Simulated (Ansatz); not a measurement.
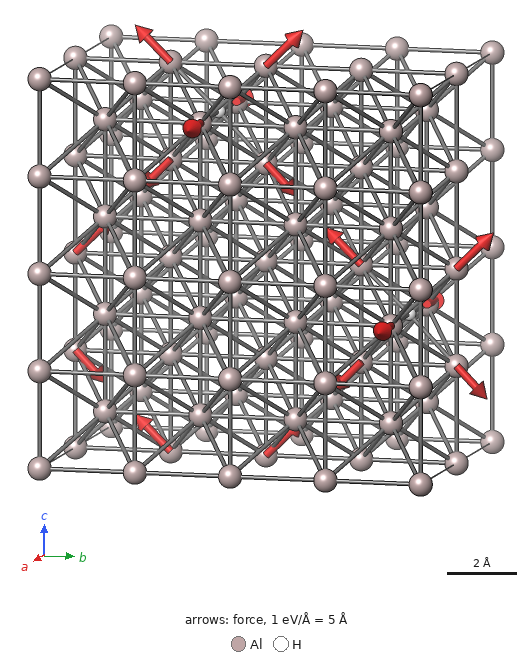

Starting geometry of a defect cell of composition Al32H with the computed forces as red arrows. Style: ball-and-stick. Shown: the conventional cell (2 times the calculation's cell), slightly off an axis. Lengths and directions refer to the drawn axes.

It is an interstitial H in fcc Al. The run prepares an end point of a later path (interstitial hop) calculation, from a guessed geometry.

Level of theory: DFT PBE, scalar-relativistic, plane waves, PAW in Ansatz 0.2.0. (plane-wave cutoff 420 eV; k-point mesh 2 × 2 × 2; occupations gaussian; smearing width 0.15 eV; no spin polarisation; atoms relaxed in a fixed cell; force threshold 0.03 eV/Å; at most 60 steps)

Is this structure relaxed? If not, where do the atoms go?

Answer. It isn't relaxed: the largest force vector, on an Al atom, is 0.32 eV/Å. The atoms end up moving mostly along the starting forces (cosine between the two patterns 0.98). The atom that moves furthest is an Al atom (0.039 Å along [0 1 1]). H stays in place. The lattice vectors keep their values. Among the contacts that change: Al–Al 2.864 → 2.919 Å, Al–H 1.987 → 2.026 Å, Al–H 2.003 → 2.041 Å, Al–H 2.023 → 2.060 Å. After 1 accepted move (4 points after the start) the energy has fallen by 36.1 meV per cell of the calculation. The largest force component goes from 0.32 to 0.02 eV/Å. The line search rejected the trial step at point 3 of the run. 2 steps only repeated the SCF at the same geometry. The forces were under the threshold at step 1, but the run went on from there. Cost: 31 s on 2 threads of Arm Neoverse V2, on a shared host, peak memory 0.99 GiB.

Limits of the set-up: the k-point mesh is coarse for a cell with partly filled bands; the periodic images lie only 8.1 Å apart, so the values are limited by the cell's size.
